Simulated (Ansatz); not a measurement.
Structure of Ce:

```
Ce
1.0
     3.36540    0.00000    0.00000
    -1.68270    2.91452    0.00000
     0.00000    0.00000   11.01008
Ce
4
Cartesian
  0.0000 0.0000 0.0000
  0.0000 0.0000 5.5050
  0.0000 1.9430 2.7525
  1.6827 0.9715 8.2576
```

It is based on the input geometry of an electronic-structure calculation (not necessarily at equilibrium); the starting structure was generated, so it need not be a known form of this composition.

Question: Where will the first 2 clear peaks of its neutron PDF lie (peak width σ = 0.15 Å), and from which pairs do they come?

Answer: 1. 3.36 Å: Ce–Ce at 3.37 Å
2. 4.76 Å: Ce–Ce at 4.76 Å

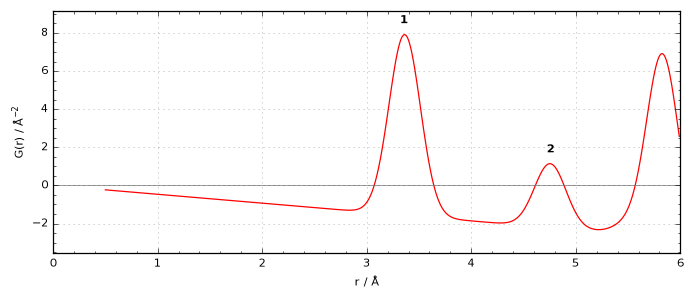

The curve is a calculated neutron PDF: distances of the static structure, each pair weighted by the product of the tabulated coherent neutron scattering lengths (natural isotope mix where the element has one), broadened by Gaussians with σ = 0.15 Å.
